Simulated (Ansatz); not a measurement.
Consider ZrSiO$_{4}$.

Input file:

```
crystal:
  lattice:
    - [-3.3051, 3.3051, 2.993]
    - [3.3051, -3.3051, 2.993]
    - [3.3051, 3.3051, -2.993]
  atoms:
    - { symbol: Zr, position: [0.75, 0.25, 0.5] }
    - { symbol: Zr, position: [0.0, 0.0, 0.0] }
    - { symbol: Si, position: [0.25, 0.75, 0.5] }
    - { symbol: Si, position: [0.5, 0.5, 0.0] }
    - { symbol: O, position: [0.1368, 0.3211, 0.8157] }
    - { symbol: O, position: [0.0711, 0.7554, 0.6843] }
    - { symbol: O, position: [0.5054, 0.3211, 0.1843] }
    - { symbol: O, position: [0.0711, 0.3868, 0.3157] }
    - { symbol: O, position: [0.6132, 0.9289, 0.6843] }
    - { symbol: O, position: [0.6789, 0.8632, 0.1843] }
    - { symbol: O, position: [0.2446, 0.9289, 0.3157] }
    - { symbol: O, position: [0.6789, 0.4946, 0.8157] }
basis:
  ecutwfc: 420
kpoints:
  mp_grid: { grid: [6, 6, 6] }
hamiltonian:
  xc: pbesol
  pseudopotentials: { kind: paw, azcp: { folder: soft_1 } }
scf:
  occupations: { method: gaussian, width: 0.02 }
output:
  forces: true
  stress: true
  eigenvalues: true
  write_density: true
  write_potential: true
  elf: true
  volumetric_format: npy
relax:
  adjacent_minimum: "off"
  f_tol: 0.005
  max_steps: 80
  cell: { stress_tol: 0.05 }
```

Command:

```sh
ansatz run input.yaml --threads 4 --pin off --max-ram 8192MiB --backend cpu --events-out ev --progress --plain --runs-dir out
```

Below, planes, directions and counts refer to the conventional cell (a = 6.62 Å, b = 6.62 Å, c = 5.98 Å, α = 90.00°, β = 90.00°, γ = 90.00°).

The fields are those of the run's last geometry, not of the input's.

Space group I4₁/amd; PAW files of the earlier set (soft_1).

Computed with DFT PBEsol, scalar-relativistic, plane waves, PAW in Ansatz 0.2.0.

**What can the converged valence pseudo-density and electron localisation function tell about the bonding?**

Si–O (1.63 Å): the density is about 1.2 e/Å³ at the midpoint; the ELF peaks at about 0.85 between the atoms, as expected for a polar covalent bond.
Zr–O (2.13 Å): ρ is about 0.61 e/Å³ halfway; the ELF peaks at about 0.85 in the valence shell of O, 0.6 Å from its nucleus, and drops to about 0.20 between the two atoms (no shared electron pair shows on this line).
Zr–O (2.26 Å): ρ is about 0.46 e/Å³ halfway; the ELF peaks at about 0.85 in the valence shell of O, 0.7 Å from its nucleus, and drops to about 0.15 between the two atoms; no localised pair shows between them.

**Metal or insulator at this level of theory?**

It is gapped, with a Kohn–Sham gap of 4.7 eV on the k-point mesh, an upper bound to the gap of this method.

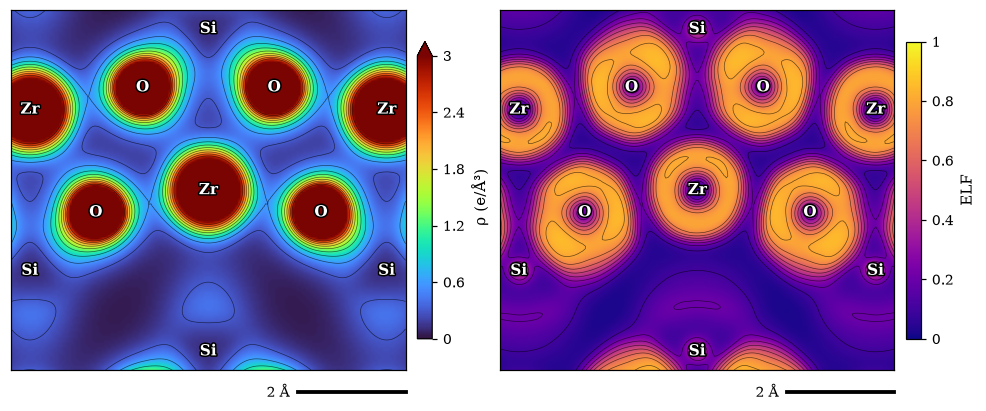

Computed valence pseudo-density and electron localisation function on the (010) plane of the conventional cell, in this order. 

Core electrons are frozen (PAW), and the valence fields are smoothed inside the atomic spheres.
